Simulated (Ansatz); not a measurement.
## Single-point calculation of NbN (part 1 of 2)

The run: single-point calculation of NbN (Fm-3m, 4 atoms in the cell). Method and program: DFT PBEsol+U, scalar-relativistic, plane waves, PAW, Ueff = 8 eV on Nb atom 1 d; Ueff = 8 eV on Nb atom 3 d, spin-polarised (Ansatz 0.2.0).

The structure derives from an entry of the Crystallography Open Database. It belongs to a series of runs on one base structure; here: antiferromagnetic start, free. Figures and captions count atoms from 1; the log counts them from 0 in places.

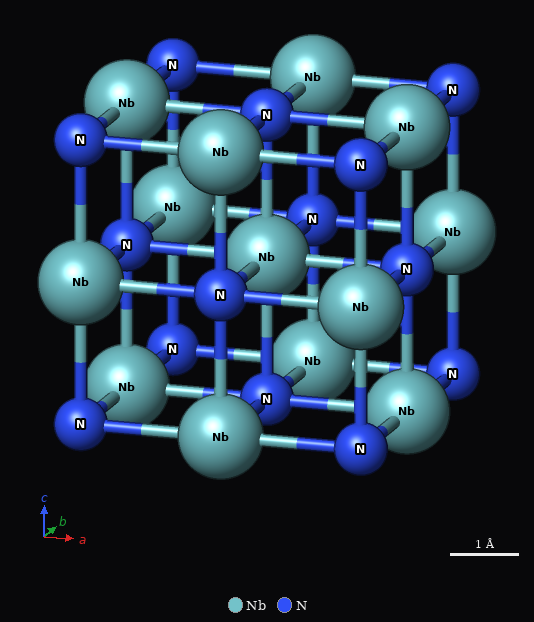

The structure as given in the input (ball-and-stick view of the cell 2 times as large as that of the calculation, set on its symmetry axes, seen slightly off an axis). Near neighbours in the crystal (not all of them lie inside the picture): Nb has 6 N at 2.19 Å; N has 6 Nb at 2.19 Å.

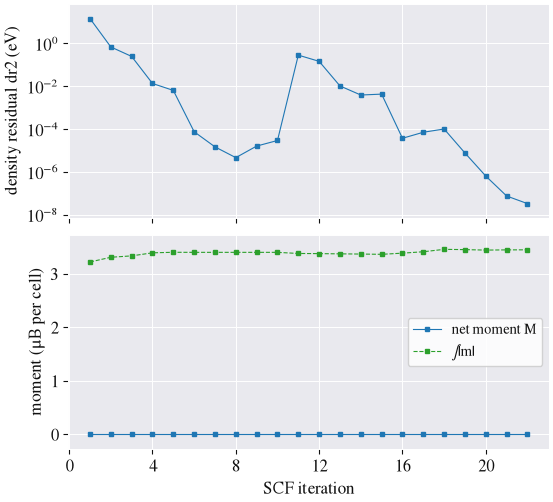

Convergence of the self-consistent field: density residual dr2 and magnetic moment against the SCF iteration. The residual falls unevenly and jumps up by a factor of two or more 2 times on the way down. The net moment stays at 0.0 μB per cell.

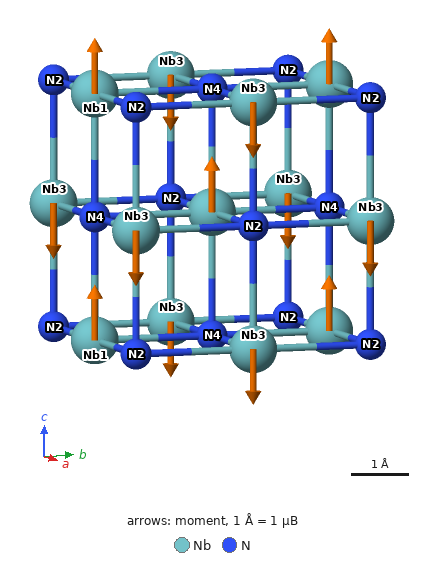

Magnetic moments of the sites as orange arrows (ball-and-stick view of the cell 2 times as large as that of the calculation, set on its symmetry axes, seen slightly off an axis; atoms are numbered from 1 in the order of the input); small moments hardly show. The run is collinear, so the axis drawn is arbitrary. Site moments: Nb1 (0.99 μB); Nb3 (−0.99 μB); N2 (0.08 μB); N4 (−0.08 μB). They are counted near the atoms and needn't add up to the moment of the cell.

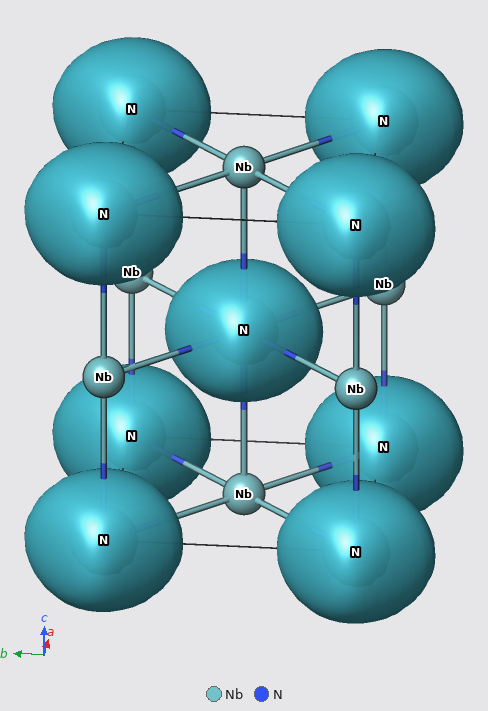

Isosurface of the electron localisation function at 0.65 (cyan), seen at an oblique angle. Core shells and regions of very low density are left out. Sticks mark near contacts. The outline is the cell set on symmetry axes of the magnetic structure. Values along the shortest contacts: Nb–N (2.19 Å): the ELF is about 0.15 at the midpoint; no shared pair; the contact is polar. In a PAW calculation such maps are meaningful between the atoms, not at the nuclei.

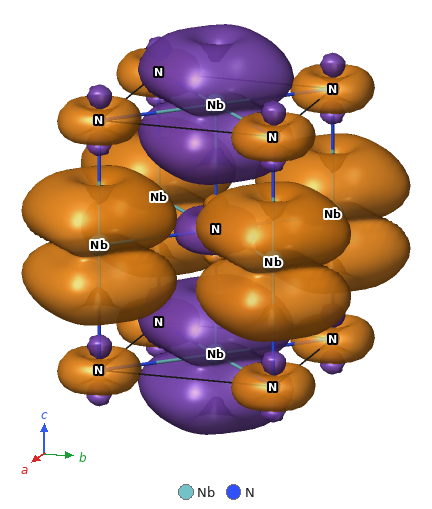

Isosurfaces of the magnetisation density (up minus down) at +0.04 (orange) and −0.04 e/Å³ (purple), seen slightly off an axis. Sticks mark near contacts. The outline is the cell set on symmetry axes of the magnetic structure. The cell of the calculation (4 atoms) carries 0.0 μB net.

The input and output of the run follow.

The input
```yaml
crystal:
  lattice:
    - [0.0, 2.19450073, 2.19450073]
    - [4.38900146, 2.19450073, 2.19450073]
    - [4.38900146, 4.38900146, 0.0]
  atoms:
    - { symbol: Nb, position: [0.5, 0.5, 0.0], spin: 2.0 }
    - { symbol: "N", position: [0.0, 0.0, 0.0] }
    - { symbol: Nb, position: [0.5, 0.5, 0.5], spin: -2.0 }
    - { symbol: "N", position: [0.0, 0.0, 0.5] }
basis:
  ecutwfc: 420
  ecutrho_ratio: 4
kpoints:
  mp_grid: { grid: [7, 7, 7] }
hamiltonian:
  xc: pbesol
  hubbard:
    sites:
      - { site: 0, l: d, u_eff: 8.0, starting_ns: [{ spin: up, occupation_matrix: s0up }, { spin: down, occupation_matrix: s0down }] }
      - { site: 2, l: d, u_eff: 8.0, starting_ns: [{ spin: up, occupation_matrix: s2up }, { spin: down, occupation_matrix: s2down }] }
    occupation_matrices:
      s0up:
        matrix:
          - [0.02, 0.0, 0.0, 0.0, 0.0]
          - [0.0, 0.97, 0.0, 0.0, 0.0]
          - [0.0, 0.0, 0.02, 0.0, 0.0]
          - [0.0, 0.0, 0.0, 0.02, 0.0]
          - [0.0, 0.0, 0.0, 0.0, 0.97]
      s0down:
        matrix:
          - [0.02, 0.0, 0.0, 0.0, 0.0]
          - [0.0, 0.02, 0.0, 0.0, 0.0]
          - [0.0, 0.0, 0.02, 0.0, 0.0]
          - [0.0, 0.0, 0.0, 0.02, 0.0]
          - [0.0, 0.0, 0.0, 0.0, 0.02]
      s2up:
        matrix:
          - [0.02, 0.0, 0.0, 0.0, 0.0]
          - [0.0, 0.02, 0.0, 0.0, 0.0]
          - [0.0, 0.0, 0.02, 0.0, 0.0]
          - [0.0, 0.0, 0.0, 0.02, 0.0]
          - [0.0, 0.0, 0.0, 0.0, 0.02]
      s2down:
        matrix:
          - [0.02, 0.0, 0.0, 0.0, 0.0]
          - [0.0, 0.97, 0.0, 0.0, 0.0]
          - [0.0, 0.0, 0.02, 0.0, 0.0]
          - [0.0, 0.0, 0.0, 0.02, 0.0]
          - [0.0, 0.0, 0.0, 0.0, 0.97]
    ns_hold: { iters: 8 }
scf:
  occupations: { method: gaussian, width: 0.05 }
  lower_state_search: "off"
  max_iter: 150
output:
  forces: true
  stress: true
  eigenvalues: true
  populations: true
  hubbard: { sites: [{ site: 0, l: d }, { site: 2, l: d }] }
  write_density: true
  write_potential: true
  elf: true
  volumetric_format: npy
magnetization:
  spin_polarized: true
```

Command:
```bash
ansatz run input.yaml --threads 2 --pin off --max-ram 3072MiB --backend cpu --events-out ev --progress --plain --runs-dir out
```

Log
```
basis.fft_grid_basis auto: the FFT boxes are laid along the combinations [[1, 0, 0], [-1, 1, 0], [0, -1, 1]] of the cell's own vectors, 3.103, 4.389 and 3.103 Å long. The dense box has 24×30×24 points. Along the cell's own vectors, as sized, it would have 24×36×45, 2.25 times as many. basis.fft_grid_basis: typed keeps the cell's own vectors: state it where this run's energies or levels are differenced outside the engine with another run's, or held beside a run that keeps those vectors. Those combinations have planes normal to reciprocal vector 3, as the cell's own vectors have. Each planar average written beside output.write_density, output.write_potential has a row for each plane of the box: 24. The volumetric files lie along those combinations, not along the cell's own vectors: a cube or XSF file states them, and fields.json those of NumPy files.
Nb: projections on atomic orbitals take those of the free atom [Ar 3d10] 4s2 4p6 4d4 5s1, of charge +0.00 (hamiltonian.pseudopotentials.projection_atoms); the dataset's partial waves leave at most 4.9e-6 of an orbital's norm unspanned inside its sphere
N: projections on atomic orbitals take those of the free atom [He] 2s2 2p3, of charge +0.00 (hamiltonian.pseudopotentials.projection_atoms); the dataset's partial waves leave at most 9.3e-9 of an orbital's norm unspanned inside its sphere
Engine: ansatz 0.2.0, aarch64-unknown-linux-gnu
Pseudopotentials: kind: paw
Pseudopotential: Nb, paw, valence charge 13, recommended cutoff 420 eV (normal), Nb.paw.azcp
Pseudopotential: N, paw, valence charge 5, recommended cutoff 420 eV (normal), N.paw.azcp
Functional definition: PBEsol
  exchange = pbesol_x
  correlation = pbesol_c
Crystal: 4 atoms, lattice volume = 42.273 Å³
Basis set: ecut = 420 eV, 823 PW (Γ), FFT grids on a1, −a1+a2, −a2+a3, exchange–correlation on 48×60×48 points (8 copies of the dense FFT grid, shifted against one another)
Bands: 24, of which v1, the nominal top of the filled ones, is band 18 counted from 1 (17 counted from 0)
Symmetry: 16 space group operations
Space group: P4/mmm (ITA 123), of the structure as read, at distance tolerance 3.5e-5 Å
Magnetic group: BNS 123.350 (UNI 1010), of the structure as read, at distance tolerance 3.5e-5 Å
k-points: 40 of 343
Non-local potential: Nb, projectors of the file, l = 0: 3, l = 1: 2, l = 2: 2, l = 3: 1
Non-local potential: N, projectors of the file, l = 0: 2, l = 1: 2, l = 2: 1
PAW form: soft (Blöchl's): semilocal exchange-correlation on the pseudo side does not see the compensation charge
PAW frozen core: Nb, regenerated for the run's functional, and the local potential with it (the file was generated under x = pbe(κ = 0.804, μ = 0.2195149727645171), c = pbe(β = 0.06672455060314922))
PAW frozen core: N, regenerated for the run's functional, and the local potential with it (the file was generated under x = pbe(κ = 0.804, μ = 0.2195149727645171), c = pbe(β = 0.06672455060314922))
PAW one-centre angular grid: Nb, 590 points (default); XC on 64 Gauss nodes
PAW one-centre angular grid: N, 110 points (default); XC on 64 Gauss nodes
Initial density: superposition of atomic densities (chi_scale 0.1, normalization cell, long waves kept (reshape's long-wave potential 0.00 eV rms))
Starting moments: Σ|m| = 4 μB on 2 of 4 sites
Starting magnetic order: antiferromagnet; a translation exchanges its spin sublattices: spin-degenerate at every k-point
Initial wavefunctions: pseudopotential atomic-orbital guess
Functional: x = pbesol(κ = 0.804, μ = 0.12345679012345678), c = pbesol(β = 0.046)
```
